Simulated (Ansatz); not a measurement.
# Single-point calculation of AlGa3N4

System: AlGa3N4 (Pm, 8 atoms in the cell).
Method: DFT r2SCAN, scalar-relativistic, plane waves, PAW, no spin polarisation (Ansatz 0.2.0).

The structure derives from a Materials Project entry. It belongs to a series of runs on one base structure; here: strain -0.015 along x and y, -0.015 along z, atoms carried along. Figures and captions count atoms from 1; the log counts them from 0 in places.

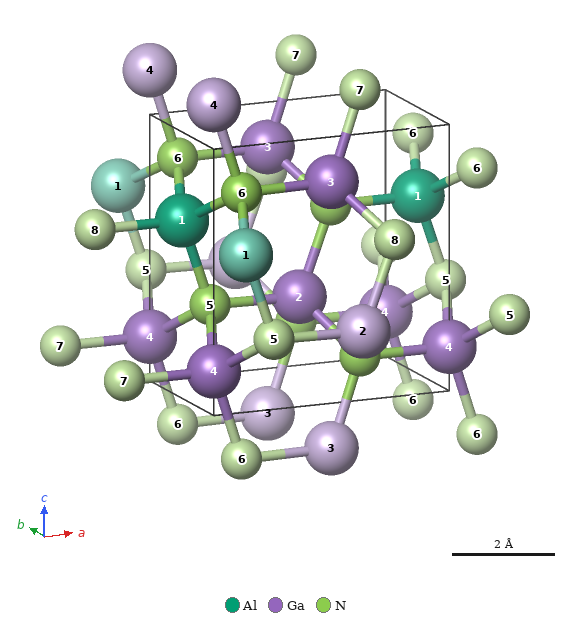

The input geometry (ball-and-stick view of the cell of the calculation, seen slightly off an axis; neighbours outside the cell are drawn fainter; atoms are numbered from 1 in the order of the input). An atom can appear more than once, as a periodic image. Near neighbours in the periodic cell (some may lie outside the picture): Al has 4 N at 1.86 to 1.87 Å; Ga has 4 N at 1.91 to 1.93 Å; N has 1 Al at 1.86 to 1.87 Å and 3 Ga at 1.91 to 1.92 Å; N has 2 Al at 1.87 Å and 2 Ga at 1.93 Å; N has 4 Ga at 1.91 to 1.92 Å.

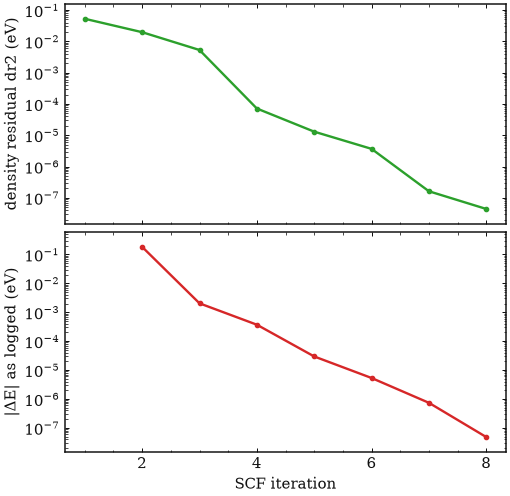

Convergence of the self-consistent field: density residual dr2 and size of the energy change against the SCF iteration. The residual falls at every step.

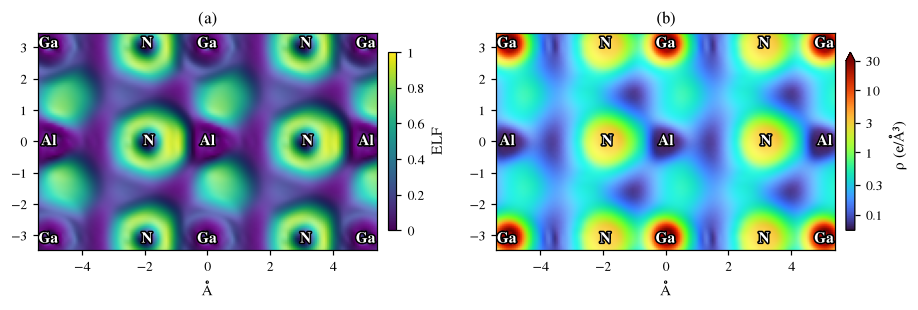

(a) electron localisation function; (b) valence charge density (pseudo) on the (011) plane of the conventional cell. The section cuts through Al, Ga and N sites. Al–N (1.87 Å): ρ at the midpoint is about 0.73 e/Å³; the ELF peaks at about 0.90 between the atoms, which marks a polar covalent bond. Ga–N (1.92 Å): ρ is about 0.8 e/Å³ halfway; the ELF is about 0.50 at the midpoint. Away from the nuclei the density in this plane falls to 0.07 e/Å³ at its lowest. Core electrons are frozen (PAW), so the fields are smoothed inside the atomic spheres.

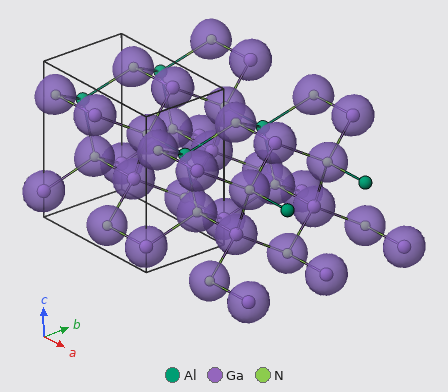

Isosurface of the valence pseudo-density at 1.5 e/Å³ (purple), seen at an oblique angle. Sticks mark near contacts. The outline is the cell set on symmetry axes. At this value the density breaks into separate islands; it holds about 60 % of the electrons treated as valence (semicore included). It is pinched off along the Al–N (1.86 Å) and Ga–N (1.91 Å) contacts. On the grid the lowest density along these lines, outside the cores, is 0.6 e/Å³ (Al–N, 1.86 Å) and 0.78 e/Å³ (Ga–N, 1.91 Å).

These pictures come from the run below.

## The input
```yaml
crystal:
  lattice:
    - [5.0618363989, 0.0, 1.69307e-05]
    - [0.0, 3.1159630917, 0.0]
    - [-0.0036389629, 0.0, 5.3948396592]
  atoms:
    - { symbol: Al, position: [0.0005828853, 0.5, 0.6672982354] }
    - { symbol: Ga, position: [0.4991712869, 0.5, 0.3350606988] }
    - { symbol: Ga, position: [0.4992511917, 0.0, 0.8314570704] }
    - { symbol: Ga, position: [0.9998609984, 0.0, 0.1661913851] }
    - { symbol: "N", position: [0.119413044, 0.5, 0.3406010344] }
    - { symbol: "N", position: [0.1173310426, 0.0, 0.8259310373] }
    - { symbol: "N", position: [0.6202395499, 0.0, 0.1661937141] }
    - { symbol: "N", position: [0.6317500112, 0.5, 0.6672678245] }
basis:
  ecutwfc: 500
kpoints:
  mp_grid: { grid: [6, 8, 4] }
hamiltonian:
  xc: r2scan
scf:
  occupations: { method: gaussian, width: 0.05 }
output:
  forces: true
  stress: true
  eigenvalues: true
  write_density: true
  write_potential: true
  elf: true
  volumetric_format: npy
```

Launch command:
```bash
ansatz run input.yaml --threads 2 --pin off --max-ram 5120MiB --backend cpu --events-out ev --progress --plain --runs-dir out
```

## Output
```
Engine: ansatz 0.2.0, x86_64-unknown-linux-gnu
Pseudopotentials: kind: paw
Pseudopotential: Al, paw, valence charge 3, recommended cutoff 500 eV (meta_gga), Al.paw.azcp
Pseudopotential: Ga, paw, valence charge 13, recommended cutoff 500 eV (meta_gga), Ga.paw.azcp
Pseudopotential: N, paw, valence charge 5, recommended cutoff 500 eV (meta_gga), N.paw.azcp
Functional definition: r2SCAN
  parameter k0 = 0.174
  parameter k1 = 0.065
  parameter a1 = 4.9479
  exchange = r2scan_x(k0 = k0, k1 = k1, a1 = a1)
  correlation = r2scan_c
Crystal: 8 atoms, lattice volume = 85.090 Å³
Basis set: ecut = 500 eV, 2175 PW (Γ), exchange–correlation on 160×96×160 points (64 copies of the dense FFT grid, shifted against one another)
Bands: 39, of which v1, the nominal top of the filled ones, is band 31 counted from 1 (30 counted from 0)
Symmetry: 2 space group operations
Space group: Pm (ITA 6), of the structure as read, at distance tolerance 4.4e-5 Å
k-points: 70 of 192 (time reversal used)
Non-local potential: Al, projectors of the file, l = 0: 2, l = 1: 2, l = 2: 1
Non-local potential: Ga, projectors of the file, l = 0: 2, l = 1: 2, l = 2: 3, l = 3: 1
Non-local potential: N, projectors of the file, l = 0: 2, l = 1: 2, l = 2: 1
PAW form: soft (Blöchl's): semilocal exchange-correlation on the pseudo side does not see the compensation charge
PAW frozen core: Al, regenerated for the run's functional (the file was generated under x = pbe(κ = 0.804, μ = 0.2195149727645171), c = pbe(β = 0.06672455060314922))
PAW frozen core: Ga, regenerated for the run's functional (the file was generated under x = pbe(κ = 0.804, μ = 0.2195149727645171), c = pbe(β = 0.06672455060314922))
PAW frozen core: N, regenerated for the run's functional (the file was generated under x = pbe(κ = 0.804, μ = 0.2195149727645171), c = pbe(β = 0.06672455060314922))
PAW one-centre angular grid: Al, 302 points (default); XC on 160 Gauss nodes
PAW one-centre angular grid: Ga, 590 points (default); XC on 160 Gauss nodes
PAW one-centre angular grid: N, 302 points (default); XC on 160 Gauss nodes
Initial density: superposition of atomic densities (neutral atoms: chi_scale 0, normalization atom), corrected by the library's trained network
Initial wavefunctions: pseudopotential atomic-orbital guess
Functional: x = r2scan, c = r2scan; τ floored in thin density (d = 2e-4 eV/Å³)
SCF iter   1: F=—  HF=-13457.319253 eV  |F-HF|=—  |Δ(HF+E_count)|=         —  Δρ=1.14e-2  dr2=5.26e-2  dr2_τ=5.06e-1  ethr=1.77e-3  ⟨swp⟩=6.4  Hψ=11170  notcnv=0  defer=8
preconditioner: auto → Resta (q_TF=auto, 2.588 Å⁻¹)  ε∞=4.2  [insulator: Δε(μ)=3.179 eV  Ē_g=17.638 eV  σ=0.050 eV  W_gap=1.00  n_scr=22 (ndim 8)  ℏωp=31.7 eV  f_vac=0.000  D(μ)=0.00/eV (n_scr^D=0)  ε∞_Penn≈4.2]
SCF iter   2: F=—  HF=-13457.501539 eV  |F-HF|=—  |Δ(HF+E_count)|=   1.82e-1  Δρ=5.74e-3  dr2=1.96e-2  dr2_τ=5.33e-4  ethr=8.48e-5  ⟨swp⟩=2.1  Hψ=5812  notcnv=0  defer=219
SCF iter   3: F=—  HF=-13457.499508 eV  |F-HF|=—  |Δ(HF+E_count)|=   2.03e-3  Δρ=3.54e-3  dr2=5.29e-3  dr2_τ=2.08e-4  ethr=3.16e-5  ⟨swp⟩=2.8  Hψ=4759  notcnv=0  defer=219
SCF iter   4: F=—  HF=-13457.499138 eV  |F-HF|=—  |Δ(HF+E_count)|=   3.70e-4  Δρ=3.21e-4  dr2=7.14e-5  dr2_τ=2.46e-5  ethr=8.54e-6  ⟨swp⟩=2.4  Hψ=4645  notcnv=0  defer=219
SCF iter   5: F=—  HF=-13457.499168 eV  |F-HF|=—  |Δ(HF+E_count)|=   2.95e-5  Δρ=1.53e-4  dr2=1.30e-5  dr2_τ=1.53e-6  ethr=1.15e-7  ⟨swp⟩=2.0  Hψ=4612  notcnv=0  defer=219
SCF iter   6: F=—  HF=-13457.499173 eV  |F-HF|=—  |Δ(HF+E_count)|=   5.31e-6  Δρ=6.16e-5  dr2=3.67e-6  dr2_τ=5.53e-7  ethr=2.10e-8  ⟨swp⟩=2.0  Hψ=4677  notcnv=0  defer=219
SCF iter   7: F=—  HF=-13457.499172 eV  |F-HF|=—  |Δ(HF+E_count)|=   7.36e-7  Δρ=1.38e-5  dr2=1.62e-7  dr2_τ=1.39e-8  ethr=5.92e-9  ⟨swp⟩=2.0  Hψ=3753  notcnv=0  defer=219
SCF iter   8: F=-13457.499172 eV  HF=-13457.499172 eV  |F-HF|=3.06e-8  |Δ(HF+E_count)|=   4.81e-8  Δρ=7.01e-6  dr2=4.41e-8  dr2_τ=2.17e-9  ethr=1.61e-10  ⟨swp⟩=13.7  Hψ=18943  notcnv=0
SCF 1 converged in 8 iterations: F = -13457.499172 eV  dr2 = 4.41e-8
  greatest PAW one-centre occupation: 0.995 electrons in one spin orbital (limit 2), on the Ga atom at site 3 (counted from 0), in its partial waves of l = 2
SCF converged after 8 iterations
Free energy (F): -13457.499172 eV
Harris-Foulkes:  -13457.499172 eV  (|F-HF|=3.06e-8)
Internal energy: -13457.499172 eV  (E = F + TS)
E sigma→0 (E₀):  -13457.499172 eV
Fermi energy:    11.171072 eV
--- Per-component energies (eV) ---
  E_band       = -9.115712
  E_kinetic    = 910.235404
  E_local      = -6511.706473  (includes V_loc(G=0)·N_el)
  E_nonlocal   = 1484.733813
  E_hartree    = 3005.815861
  E_xc         = -467.118860
  E_vxc        = -554.082694  (∫ρ·V_xc dr)
  E_paw        = -7014.508411  (= ΣΔE_a)
  E_vpaw       = -1379.974723  (= ΣTr[D̂ρ^β])
  E_aug_tail   = -0.000057  (compensation charges beyond the density's cutoff)
  E_vtau       = 30.042470  (kinetic-family band-sum trace: ∫τ·v_τ [+ j·A + Jᵃ·Aᵃ] dr)
  E_ewald      = -4862.812874
  E_core_change = -2.137576  (= ΣΔE_core)
  E_smearing   = -0.000000  (= −TS)
  E_closure    = -0.000000  (closes the sum)
  Σ components = -13457.499172   (vs F -13457.499172, Δ=0.00e0)
--- Forces (eV/Å), atoms counted from 1 ---
  atom   1  Al     0.01390833     0.00000000     0.01548969
  atom   2  Ga    -0.01595852     0.00000000     0.01400308
  atom   3  Ga    -0.03121140     0.00000000    -0.01547492
  atom   4  Ga     0.01073700     0.00000000    -0.01920961
  atom   5  N     -0.00375683    -0.00000000     0.00431762
  atom   6  N     -0.00386299    -0.00000000    -0.00081494
  atom   7  N      0.00361702    -0.00000000    -0.00572221
  atom   8  N      0.02631782     0.00000000     0.00738791
  max |Σ_I F_I| component: 2.10e-4 eV/Å
--- Stress (GPa, compression-positive) ---
        9.899524       0.000000       0.001230
        0.000000      10.075681       0.000000
        0.001158       0.000000      10.044023
  P = ⅓ Tr σ = 10.0064 GPa (100.064 kbar)
--- Band table (eV; the first three rows and the last of 70) ---
  k-point 0: bands = ["-7.4482", "-6.3274", "-6.1249", "-5.7833", "-4.1767", "-4.1749", "-4.1595", "-4.1006", "-4.0432", "-3.9898", "-3.9839", "-3.9252", "-3.8631", "-3.8062", "-3.8028", "-3.7413", "-3.0407", "-2.9498", "-2.3930", "2.2974", "3.0129", "4.3361", "5.2791", "6.7320", "7.2629", "8.3196", "8.4340", "8.6528", "9.4625", "9.5251", "9.5619", "12.7802", "15.1672", "15.5961", "16.0668", "16.9742", "19.8043", "20.3690", "20.6608"]
  k-point 1: bands = ["-7.2772", "-6.4384", "-6.1257", "-5.8126", "-4.1725", "-4.1577", "-4.1238", "-4.0881", "-4.0404", "-3.9954", "-3.9895", "-3.9272", "-3.8725", "-3.8320", "-3.8146", "-3.7501", "-3.4956", "-2.8297", "-2.3153", "2.5499", "3.5351", "4.4509", "5.1932", "6.9368", "7.4316", "7.9379", "8.1067", "8.4689", "8.6954", "9.3360", "9.4333", "13.7291", "15.6233", "16.0196", "16.4448", "17.1194", "19.2538", "19.8260", "20.1778"]
  k-point 2: bands = ["-6.9130", "-6.7754", "-6.0972", "-5.8442", "-4.1656", "-4.1426", "-4.0551", "-4.0534", "-4.0163", "-4.0133", "-3.9874", "-3.9449", "-3.8866", "-3.8604", "-3.8387", "-3.8285", "-3.7553", "-2.7064", "-2.3980", "3.1187", "3.3871", "5.2454", "5.5831", "6.4880", "6.9641", "7.3713", "7.6098", "8.7120", "8.8879", "8.9532", "9.2110", "15.0159", "15.1886", "16.6852", "17.0209", "17.8787", "18.2271", "19.0095", "19.7826"]
  k-point 69: bands = ["-6.2664", "-6.0740", "-5.9859", "-5.5888", "-4.1462", "-4.1098", "-4.0194", "-4.0171", "-3.9802", "-3.9678", "-3.9180", "-3.8730", "-3.8533", "-3.7662", "-3.7539", "-3.2082", "-2.7301", "-2.6485", "-2.5091", "2.5531", "2.6948", "2.7489", "3.4632", "7.3119", "7.4291", "7.5695", "7.5902", "7.6616", "7.7123", "7.7988", "7.8148", "14.6974", "14.7508", "14.8227", "15.2115", "17.7646", "18.4983", "18.6552", "19.5974"]
```

## Results in brief

```csv
quantity,value
outcome,converged
space group (tolerance 0.01 Å),Pm (6)
electrons treated,62
free energy,−13457.4992 eV
Fermi energy,11.171 eV
gap on the k-point mesh,3.22 eV
pressure,10.01 GPa
largest force (length of the vector),0.035 eV/Å
hardware,"2 threads of AMD EPYC (Zen 5), 32 GiB of memory available, shared host"
wall time,7.9 s (CPU time 16 s)
peak memory,0.67 GiB
```

The cell is under a pressure of 10.0 GPa at this level, so it is not at its equilibrium volume.
